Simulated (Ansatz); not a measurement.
## CuO: a failed or faulty run and its cure

System: CuO (P1, 4 atoms in the cell).
Method of run A: DFT PBEsol, scalar-relativistic, plane waves, PAW, no spin polarisation (Ansatz 0.2.0).

The structure derives from an entry of the Crystallography Open Database. The run did not end well. Text and figures count atoms from 1; the logs count them from 0 in places.

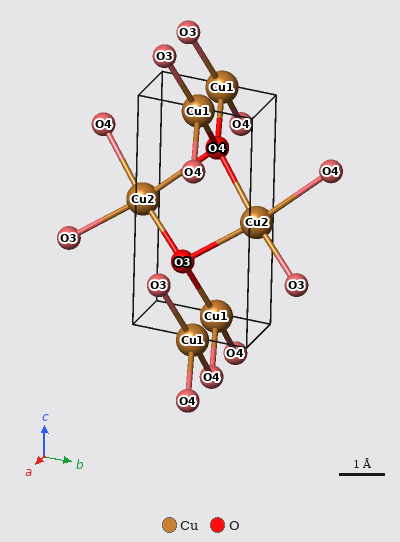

Fig. 1: The starting structure (ball-and-stick view of the cell of the calculation, seen slightly off an axis; neighbours outside the cell are drawn fainter; atoms are numbered from 1 in the order of the input). An atom can appear more than once, as a periodic image. Near neighbours in the periodic cell (some may lie outside the picture): Cu has 3 O at 1.66 to 2.06 Å; Cu has 4 O at 1.79 to 2.11 Å; O has 3 Cu at 1.79 to 1.97 Å; O has 4 Cu at 1.66 to 2.11 Å.

Input file, run A:
```yaml
crystal:
  lattice:
    - [2.34465, -1.7134, 0.0]
    - [2.34465, 1.7134, 0.0]
    - [-0.86055, 0.0, 5.05944]
  atoms:
    - { symbol: Cu, position: [0.0325001509, 0.5325230536, -0.0103448684] }
    - { symbol: Cu, position: [0.4693985391, -0.0467476187, 0.4877610113] }
    - { symbol: O, position: [0.5561675668, 0.3325489066, 0.2626494363] }
    - { symbol: O, position: [0.3778979729, 0.5740075339, 0.7651861412] }
basis:
  ecutwfc: 420
kpoints:
  mp_grid: { grid: [8, 8, 4] }
hamiltonian:
  xc: pbesol
scf:
  occupations: { method: gaussian, width: 0.1 }
output:
  forces: true
  stress: true
  eigenvalues: true
relax:
  adjacent_minimum: "off"
  f_tol: 0.005
  max_steps: 2
  cell: { stress_tol: 0.05 }
```

Launched with:
```bash
ansatz run input.yaml --threads 1 --pin off --max-ram 2560MiB --backend cpu --events-out ev --progress --plain --runs-dir out
```

Hardware: 1 thread of Intel Xeon (Sapphire Rapids), 192 GiB of memory available, shared host.

Output, shortened to warnings, some set-up lines, iterations and results (run A):
```
Error: variable-cell relaxation did not converge after 2 steps: max|allowed force component| = 2.79e0 eV/Å (threshold 5.0e-3), largest principal stress residual = 1.53e1 GPa on the free part of the cell (threshold 5.0e-2). Raise `relax.max_steps` over both its present limit and 2, loosen the thresholds, or start from a cell closer to the target (`relax.cell.p_target` or …
Basis set: ecut = 420 eV, 789 PW (Γ), exchange–correlation on 40×40×72 points (8 copies of the dense FFT grid, shifted against one another)
Symmetry: 1 space group operations
k-points: 132 of 256 (time reversal used)
Initial density: superposition of atomic densities (neutral atoms: chi_scale 0, normalization atom), corrected by the library's trained network
[...]
SCF iter   1: F=—  HF=-14295.488497 eV  |F-HF|=—  |Δ(HF+E_count)|=         —  Δρ=1.78e-2  dr2=8.43e-2  ethr=1.77e-3  ⟨swp⟩=5.2  Hψ=13743  notcnv=0
SCF iter   2: F=—  HF=-14295.467141 eV  |F-HF|=—  |Δ(HF+E_count)|=   2.14e-2  Δρ=7.18e-3  dr2=1.79e-2  ethr=1.69e-4  ⟨swp⟩=2.6  Hψ=7542  notcnv=0  defer=52
SCF iter   3: F=—  HF=-14295.463252 eV  |F-HF|=—  |Δ(HF+E_count)|=   3.89e-3  Δρ=2.63e-3  dr2=2.47e-3  ethr=3.57e-5  ⟨swp⟩=2.4  Hψ=6120  notcnv=0  defer=52
SCF iter   4: F=—  HF=-14295.462711 eV  |F-HF|=—  |Δ(HF+E_count)|=   5.41e-4  Δρ=8.66e-4  dr2=2.20e-4  ethr=4.95e-6  ⟨swp⟩=2.6  Hψ=6425  notcnv=0  defer=52
SCF iter   5: F=—  HF=-14295.462721 eV  |F-HF|=—  |Δ(HF+E_count)|=   1.02e-5  Δρ=5.31e-4  dr2=8.99e-5  ethr=4.39e-7  ⟨swp⟩=2.5  Hψ=6174  notcnv=0  defer=52
[...]
SCF 1 converged in 9 iterations: F = -14295.462739 eV  dr2 = 6.84e-9
[...]
SCF iter  12: F=—  HF=-14295.840560 eV  |F-HF|=—  |Δ(HF+E_count)|=  2.00e-11  Δρ=6.60e-7  dr2=1.51e-10  ethr=1.98e-12  ⟨swp⟩=2.0  Hψ=5877  notcnv=0
SCF iter  13: F=—  HF=-14295.840560 eV  |F-HF|=—  |Δ(HF+E_count)|=  7.28e-12  Δρ=3.53e-7  dr2=4.51e-11  ethr=1.00e-12  ⟨swp⟩=4.0  Hψ=14421  notcnv=0
SCF iter  14: F=-14295.840560 eV  HF=-14295.840560 eV  |F-HF|=4.18e-11  |Δ(HF+E_count)|=  3.64e-12  Δρ=2.99e-7  dr2=3.01e-11  ethr=1.00e-12  ⟨swp⟩=4.0  Hψ=12252  notcnv=0
SCF 2 converged in 14 iterations: F = -14295.840560 eV  dr2 = 3.01e-11
relax step   2: F+E_penalty+E_count = -14295.84055990 eV  Δ(F+E_penalty+E_count) = -3.778e-1 eV  max|allowed force component| = 2.792e0 eV/Å  Δτ_max = 0.0531 Å  P = +2.880 …
Step failed. What follows is not a result of the run: it is the report of the last solve that finished, which converged after 14 SCF iterations.
Free energy (F): -14295.840560 eV
Harris-Foulkes:  -14295.840560 eV  (|F-HF|=4.18e-11)
Internal energy: -14295.830442 eV  (E = F + TS)
E sigma→0 (E₀):  -14295.835501 eV
Entropy (-TS):   -0.010118 eV (-2.529 meV/atom)
Fermi energy:    11.924374 eV
--- Per-component energies (eV) ---
  E_band       = -866.320366
  E_kinetic    = 942.425270
  E_local      = -9720.916924  (includes V_loc(G=0)·N_el)
  E_nonlocal   = 883.549865
  E_hartree    = 4203.974635
  E_xc         = -320.694374
  E_vxc        = -413.772092  (∫ρ·V_xc dr)
  E_paw        = -3555.098421  (= ΣΔE_a)
  E_vpaw       = -965.561140  (= ΣTr[D̂ρ^β])
  E_aug_tail   = 0.005401  (compensation charges beyond the density's cutoff)
  E_ewald      = -6729.558874
  E_core_change = 0.482980  (= ΣΔE_core)
  E_smearing   = -0.010118  (= −TS)
  E_closure    = 0.000000  (closes the sum)
  Σ components = -14295.840560   (vs F -14295.840560, Δ=0.00e0)
--- Forces (eV/Å), atoms counted from 1 ---
  atom   1  Cu    -2.79167150     1.17313910     1.90879289
  atom   2  Cu    -0.71469351    -0.14405117     1.18901902
  atom   3  O      1.36170663     0.50269415    -0.89750924
  atom   4  O      2.14465827    -1.53178224    -2.20030220
  max |Σ_I F_I| component: 4.81e-7 eV/Å
--- Stress (GPa, compression-positive) ---
        4.083552      -3.695778     -10.062282
       -3.695778      -0.514680       1.616461
      -10.062282       1.616461       2.871915
  P = ⅓ Tr σ = 2.1469 GPa (21.469 kbar)
End of that report.
Error: variable-cell relaxation did not converge after 2 steps: max|allowed force component| = 2.79e0 eV/Å (threshold 5.0e-3), largest principal stress residual = 1.53e1 GPa on the free part of the cell (threshold 5.0e-2). Raise `relax.max_steps` over both its present limit and 2, loosen the …
```

> Diagnose this run and give a change of the input that cures it.

The run did not converge: “variable-cell relaxation did not converge after 2 steps: max|allowed force component| = 2.79e0 eV/Å (threshold 5.0e-3), largest principal stress residual = 1.53e1 GPa on the free part of the cell (threshold 5.0e-2). Raise `relax.max_steps` over both its present limit and 2, loosen the thresholds, or start from a cell closer to the target (`relax.cell.p_target` or `relax.cell.sigma_target`) …” Its last values are not results.

A run of the same system that converges differs from this input as follows (lines with − go, lines with + come):
```diff
-  max_steps: 2
+  max_steps: 100
```

Output, shortened to warnings, some set-up lines, iterations and results (run B):
```
Basis set: ecut = 420 eV, 789 PW (Γ), exchange–correlation on 40×40×72 points (8 copies of the dense FFT grid, shifted against one another)
Symmetry: 1 space group operations
k-points: 132 of 256 (time reversal used)
Initial density: superposition of atomic densities (neutral atoms: chi_scale 0, normalization atom), corrected by the library's trained network
[...]
SCF iter   1: F=—  HF=-14295.488497 eV  |F-HF|=—  |Δ(HF+E_count)|=         —  Δρ=1.78e-2  dr2=8.43e-2  ethr=1.77e-3  ⟨swp⟩=5.2  Hψ=13743  notcnv=0
SCF iter   2: F=—  HF=-14295.467141 eV  |F-HF|=—  |Δ(HF+E_count)|=   2.14e-2  Δρ=7.18e-3  dr2=1.79e-2  ethr=1.69e-4  ⟨swp⟩=2.6  Hψ=7542  notcnv=0  defer=52
SCF iter   3: F=—  HF=-14295.463252 eV  |F-HF|=—  |Δ(HF+E_count)|=   3.89e-3  Δρ=2.63e-3  dr2=2.47e-3  ethr=3.57e-5  ⟨swp⟩=2.4  Hψ=6120  notcnv=0  defer=52
SCF iter   4: F=—  HF=-14295.462711 eV  |F-HF|=—  |Δ(HF+E_count)|=   5.41e-4  Δρ=8.66e-4  dr2=2.20e-4  ethr=4.95e-6  ⟨swp⟩=2.6  Hψ=6425  notcnv=0  defer=52
SCF iter   5: F=—  HF=-14295.462721 eV  |F-HF|=—  |Δ(HF+E_count)|=   1.02e-5  Δρ=5.31e-4  dr2=8.99e-5  ethr=4.39e-7  ⟨swp⟩=2.5  Hψ=6174  notcnv=0  defer=52
[... 162 lines ...]
SCF iter   3: F=—  HF=-14296.570590 eV  |F-HF|=—  |Δ(HF+E_count)|=   1.24e-9  Δρ=5.91e-6  dr2=7.86e-9  ethr=1.00e-12  ⟨swp⟩=6.5  Hψ=19686  notcnv=0
SCF iter   4: F=—  HF=-14296.570590 eV  |F-HF|=—  |Δ(HF+E_count)|=   2.49e-9  Δρ=1.24e-6  dr2=3.54e-10  ethr=8.77e-12  ⟨swp⟩=2.0  Hψ=7190  notcnv=0
SCF iter   5: F=-14296.570590 eV  HF=-14296.570590 eV  |F-HF|=1.82e-11  |Δ(HF+E_count)|=  1.27e-10  Δρ=2.48e-7  dr2=1.52e-11  ethr=1.00e-12  ⟨swp⟩=4.2  Hψ=14326  notcnv=0
SCF 21 converged in 5 iterations: F = -14296.570590 eV  dr2 = 1.52e-11
relax step  21: F+E_penalty+E_count = -14296.57058976 eV  Δ(F+E_penalty+E_count) = -4.347e-5 eV  max|allowed force component| = 9.369e-5 eV/Å  Δτ_max = 0.0000 Å  P = -0.003 …
basis re-selected at this cell: Δ(F+E_penalty+E_count) = -4.347e-5 eV, ΔP = +0.001 GPa vs the last step (what re-selecting the basis moved, of the pressure what is left beyond the Pulay correction that the steps carried, after the strain that the cell walked since its last selection, with what the …
SCF converged after 5 iterations
Free energy (F): -14296.570590 eV
Harris-Foulkes:  -14296.570590 eV  (|F-HF|=1.82e-11)
Internal energy: -14296.562361 eV  (E = F + TS)
E sigma→0 (E₀):  -14296.566475 eV
Entropy (-TS):   -0.008229 eV (-2.057 meV/atom)
Fermi energy:    11.461273 eV
--- Per-component energies (eV) ---
  E_band       = -903.946614
  E_kinetic    = 942.108450
  E_local      = -10011.327884  (includes V_loc(G=0)·N_el)
  E_nonlocal   = 879.644503
  E_hartree    = 4329.994084
  E_xc         = -320.958257
  E_vxc        = -414.118985  (∫ρ·V_xc dr)
  E_paw        = -3552.150651  (= ΣΔE_a)
  E_vpaw       = -960.246801  (= ΣTr[D̂ρ^β])
  E_aug_tail   = 0.005436  (compensation charges beyond the density's cutoff)
  E_ewald      = -6564.361022
  E_core_change = 0.482980  (= ΣΔE_core)
  E_smearing   = -0.008229  (= −TS)
  E_closure    = 0.000000  (closes the sum)
  Σ components = -14296.570590   (vs F -14296.570590, Δ=0.00e0)
--- Forces (eV/Å), atoms counted from 1 ---
  atom   1  Cu     0.00007366     0.00009369     0.00002216
  atom   2  Cu    -0.00002763    -0.00000369     0.00001903
  atom   3  O     -0.00003129    -0.00000729     0.00003530
  atom   4  O     -0.00001471    -0.00008272    -0.00007657
  max |Σ_I F_I| component: 7.48e-8 eV/Å
--- Stress (GPa, compression-positive) ---
       -0.031710      -0.000137      -0.002580
       -0.000137       0.030809       0.000089
       -0.002580       0.000089      -0.007632
  P = ⅓ Tr σ = -0.0028 GPa (-0.028 kbar)
--- Relaxed structure (16 steps of the walk, 16 accepted, 5 SCFs on fresh bases) ---
  F+E_penalty+E_count = -14296.57058976 eV   max|allowed force component| = 9.369e-5 eV/Å   (the final SCF, on the basis selected at the relaxed cell)
  cell:  # Å, volume = 42.6452 Å³
    - [2.04460416190693, -2.040812695060157, 0.16171099634528588]
    - [2.044604874104251, 2.04081366964487, 0.16170188721495085]
    - [-0.4014843913461321, -1.3627868503098192e-5, 5.078326734383918]
  atoms:
[...]
```

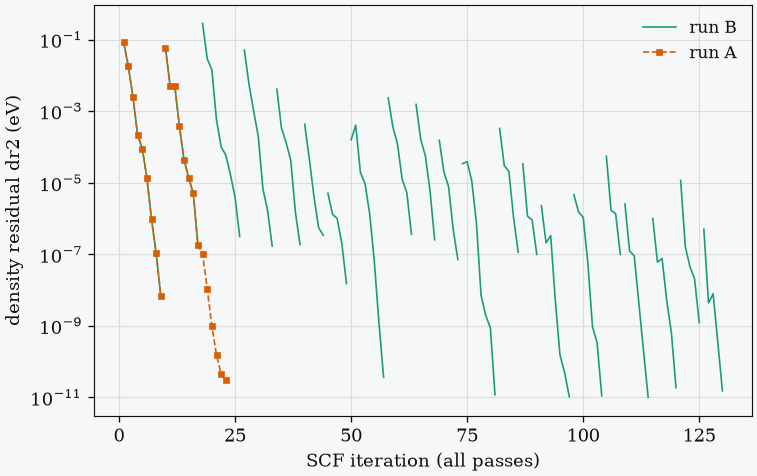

Fig. 2: Convergence of the two runs: density residual dr2 against the SCF iteration. A break in a curve parts two SCF passes. Run B takes 130 iterations in all, and run A stops after 23.

The two runs side by side:

| quantity | run A | run B |
| --- | --- | --- |
| outcome | not converged | converged |
| free energy per atom (eV) | – | −3574.1426 |
| gap on the mesh (eV) | – | 0.00 |
| pressure (GPa) | – | 0.00 |
| volume per atom (Å³) | – | 10.66 |
| largest force (eV/Å) | – | 0.000 |
| SCF iterations | – | 130 |
| irreducible k-points | – | 132 |
| wall time (shared host) | 42 s | 6.3 min |

Notes on run B: The run has no spin polarisation, so a magnetic state may lie lower.
